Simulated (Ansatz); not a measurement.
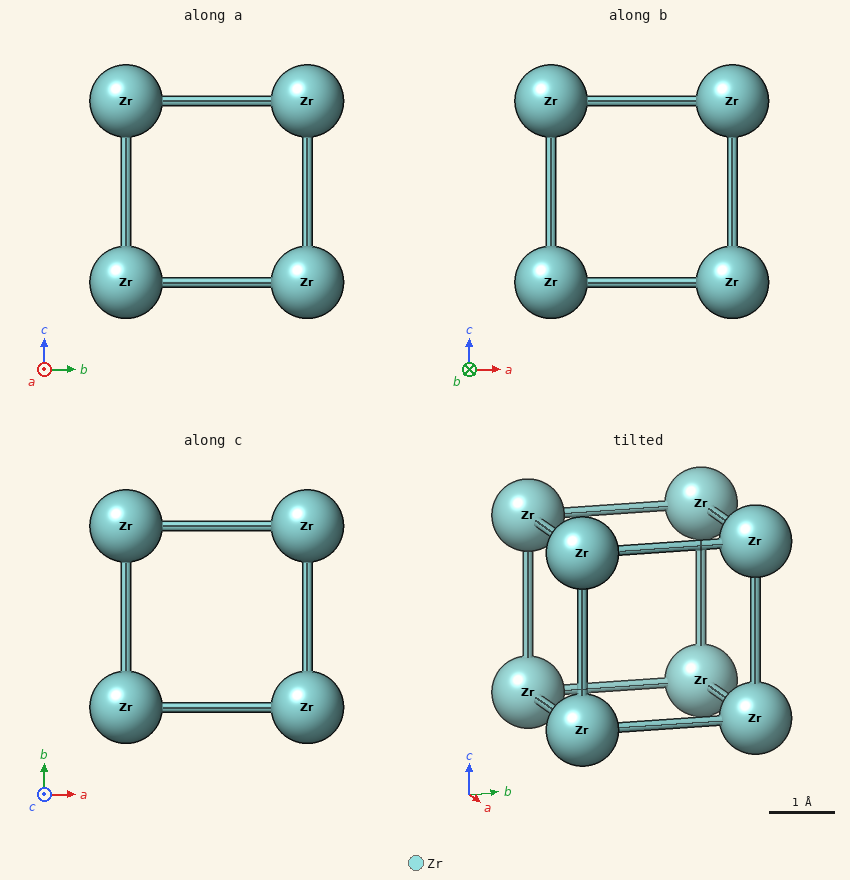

This ball-and-stick model is shown along the a axis, along the b axis, along the c axis and slightly off an axis. Thin lines show the conventional unit cell, with boundary atoms drawn in all their periodic places.

Lattice parameters: a = 2.822 Å, b = 2.822 Å, c = 2.822 Å, α = 90.00°, β = 90.00°, γ = 90.00°. Put a along x and b in the xy plane.

> Write down what is shown as a POSCAR file.

```
Zr
1.0
     2.822    0.000    0.000
     0.000    2.822    0.000
     0.000    0.000    2.822
Zr
1
Direct
  0.0000 0.0000 0.0000
```

The cell started as a structure type filled with this element by a generator (whether the element takes this form wasn't checked). Earlier steps of the study may have refined or changed the cell and positions. It was the input of a calculation with Ansatz.

At this level of theory the cell isn't at rest (compressed, at 7 GPa), so its distances can differ from those at equilibrium, the more so the softer the solid.
